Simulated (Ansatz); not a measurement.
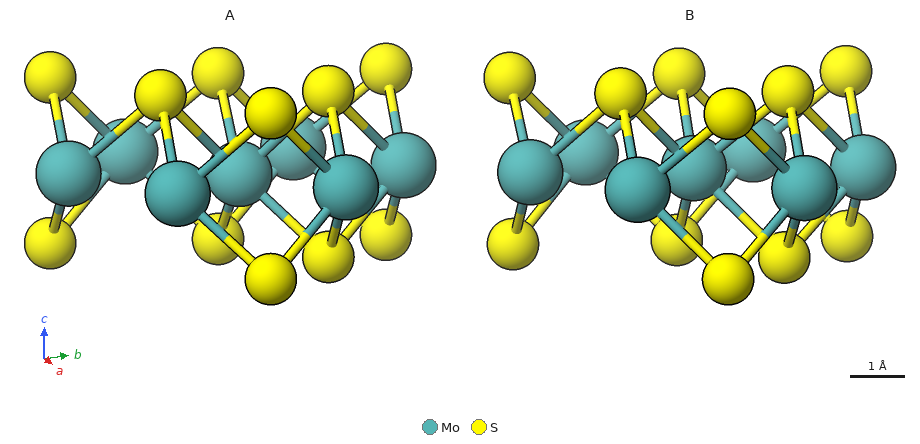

Two geometries of a defect cell of composition Mo24S47, drawn at one scale. One is the start of a relaxation, the other its converged end. Style: ball-and-stick. Shown: the atoms within 4.2 Å of the atom that moves most (axes of the cell of the calculation (origin shifted)), slightly off an axis.

These are results of Ansatz, DFT PBE, scalar-relativistic, plane waves, PAW, not measurements. Set-up: plane-wave cutoff 420 eV; k-point mesh 2 × 2 × 2; occupations gaussian; smearing width 0.01 eV; no spin polarisation; atoms relaxed in a fixed cell; force threshold 0.025 eV/Å; at most 45 steps.

Q: Which of the two is the end point?

A: Structure B is the relaxed one. Case: S vacancy (site f), charge +0, atoms relaxed at the host's cell. The energy falls by 0.459 eV per cell of the calculation in 4 geometry steps. Largest force component: 2.7 eV/Å at the start, 0.0042 eV/Å at the end. The atom that moves furthest is a Mo atom (0.18 Å along [0 −3 2]). By element the largest moves are Mo 0.18 Å, S 0.08 Å. The cell doesn't change. Some distances before and after: Mo–S 2.542 → 2.380 Å, Mo–S 2.322 → 2.404 Å, Mo–S 2.456 → 2.396 Å, Mo–S 2.413 → 2.380 Å. Among the angles between lasting bonds that change: S–Mo–S 86.7° → 80.4°, S–Mo–S 139.1° → 134.1°, Mo–S–Mo 79.6° → 83.8°. The run took 4.5 min on 8 threads of Intel(R) Xeon(R) Platinum 8488C (Sapphire Rapids), with other jobs on the host, peak memory 16 GiB.
